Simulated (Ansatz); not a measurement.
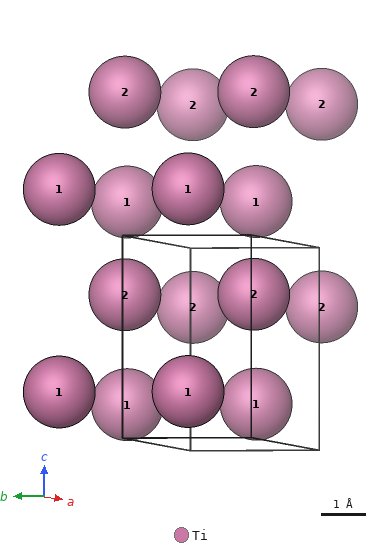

This is solid Ti (set up in P6_3/mmc). A spheres-only model of the cell of the calculation, repeated 2 × 2 × 2 with one cell outlined, seen from a free direction.

Computed with DFT PBE, scalar-relativistic, plane waves, PAW (Ansatz). Settings: plane-wave cutoff 420 eV; k-point mesh 18 × 18 × 10; occupations gaussian; smearing width 0.1 eV; no spin polarisation.

Change: Every titanium atom is replaced by germanium, which gives Ge. Cell and atoms are relaxed again (to zero pressure within 0.1 GPa, forces under 0.01 eV/Å).

Input file:
```yaml
crystal:
  lattice:
    - [3.0382992777, 0.0, 0.0]
    - [-1.5191496388, 2.6312443587, 0.0]
    - [0.0, 0.0, 4.8361915356]
  atoms:
    - { symbol: Ge, position: [0.3333333333, 0.6666666667, 0.25] }
    - { symbol: Ge, position: [0.6666666667, 0.3333333333, 0.75] }
basis:
  ecutwfc: 420
kpoints:
  mp_grid: { grid: [18, 18, 10] }
hamiltonian:
  xc: pbe
scf:
  occupations: { method: gaussian, width: 0.1 }
output:
  forces: true
  stress: true
  eigenvalues: true
relax:
  adjacent_minimum: "off"
  f_tol: 0.01
  max_steps: 60
  cell: { stress_tol: 0.1 }
```

Command:
```bash
ansatz run input.yaml --threads 1 --pin off --max-ram 2560MiB --backend cpu --events-out ev --progress --plain --runs-dir out
```

**What does the calculation give for the changed structure?**

The volume per atom goes from 17.39 to 19.39 Å³. The drawn cell changes as follows: a = b 2.938 → 2.965 Å (+0.9 %), c 4.651 → 5.095 Å (+9.6 %); the volume changes by +11.5 %. The space group stays P6_3/mmc (No. 194).

Drawn alike, the variant:

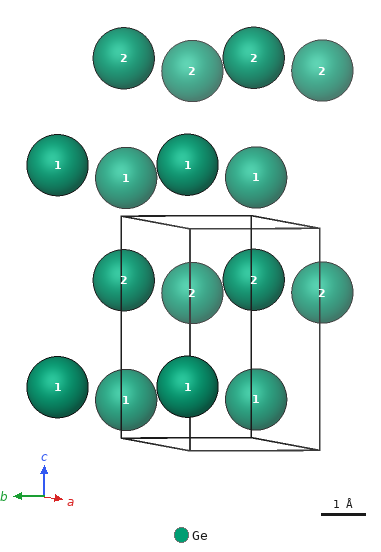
